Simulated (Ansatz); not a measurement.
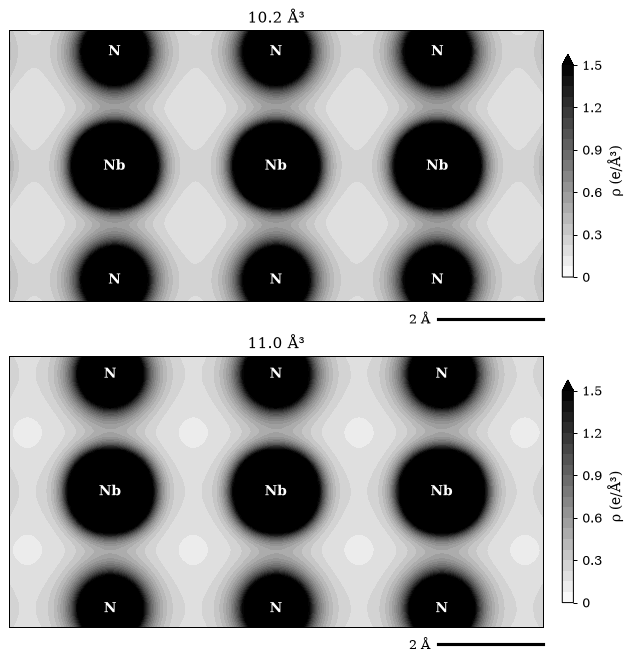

NbN. The valence charge density (pseudo) of cells scaled evenly to different volumes (given per atom above each panel), on the (11̄0) plane of each (indices in the axes of the cell below), at one length scale and on one colour scale.

Computed with Ansatz 0.2.0, DFT, PBEsol, PAW with Ansatz's default frozen-core files, scalar-relativistic.

The density is the valence pseudo-density of a PAW calculation; it isn't the true density close to the nuclei.

The largest cell:

```
Nb N
1.0
     0.00000    2.22338    2.22338
     2.22338    0.00000    2.22338
     2.22338    2.22338    0.00000
Nb N
1 1
Cartesian
  2.2234 2.2234 2.2234
  0.0000 0.0000 0.0000
```

| volume (Å³/atom) | Nb–N contact in the plane (Å) | ρ at its midpoint (e/Å³) | pressure (GPa) | 
| --- | --- | --- | --- |
| 10.15 | 2.165 | 0.592 | 12.6 | 
| 10.36 | 2.180 | ? | ? | 
| 10.99 | 2.223 | 0.522 | −13.5 | 

Q: What values belong in the row with question marks?

A: Over the known rows ln ρ falls by 2.17 per Å of Nb–N distance (the line through the two), which gives 0.573 e/Å³ at 2.180 Å; the calculation gives 0.574 e/Å³. For the pressure, a straight line in volume between the neighbouring rows gives 6.1 GPa; the calculation gives 5.0, lower because pressure rises ever faster on compression.
